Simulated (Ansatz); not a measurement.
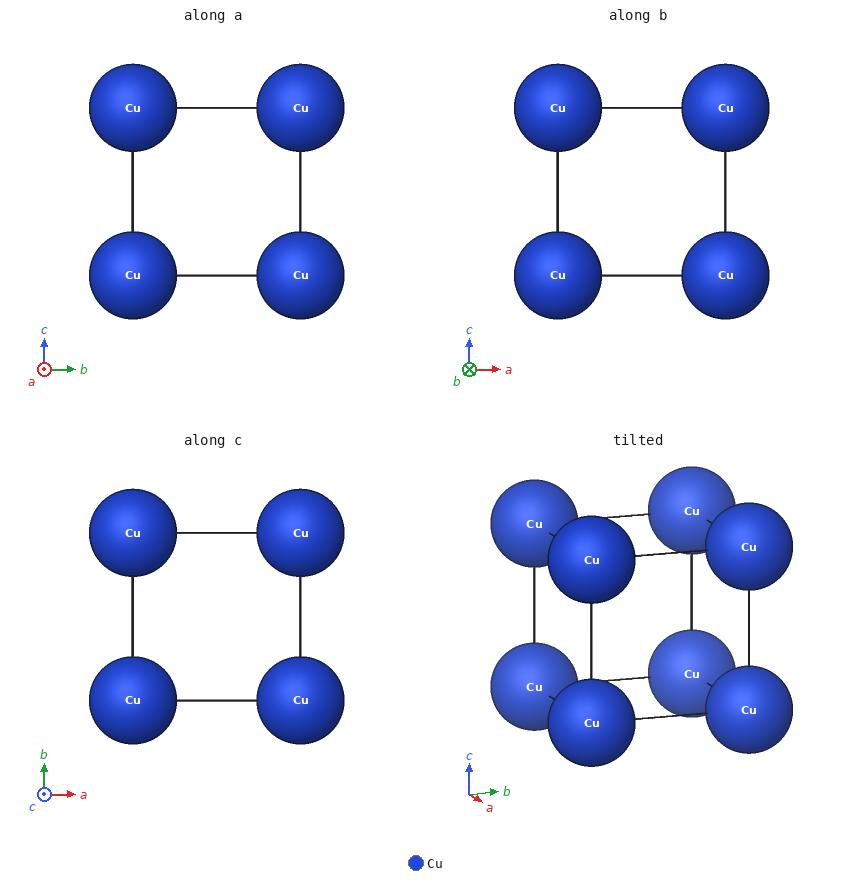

The image is a spheres-only drawing of a crystal, viewed along the a axis, along the b axis, along the c axis and slightly off an axis. The wireframe shows the conventional unit cell.

Lattice parameters: a = 2.4067 Å, b = 2.4067 Å, c = 2.4067 Å, α = 90.000°, β = 90.000°, γ = 90.000°.

> Set out the cell and atoms as a CIF with its space group and independent sites.

```cif
data_structure
_symmetry_space_group_name_H-M 'P m -3 m'
_symmetry_Int_Tables_number 221
_cell_length_a 2.4067
_cell_length_b 2.4067
_cell_length_c 2.4067
_cell_angle_alpha 90.000
_cell_angle_beta 90.000
_cell_angle_gamma 90.000
_cell_volume 13.94
loop_
_atom_site_label
_atom_site_type_symbol
_atom_site_symmetry_multiplicity
_atom_site_Wyckoff_symbol
_atom_site_fract_x
_atom_site_fract_y
_atom_site_fract_z
_atom_site_occupancy
Cu1 Cu 1 a 0.0000 0.0000 0.0000 1
```

Its origin is a structure type filled with this element by a generator (whether the element takes this form wasn't checked). It is drawn as it came out of a relaxation with DFT, PBE, plane waves (420 eV) with PAW, scalar-relativistic (Ansatz 0.2.0).
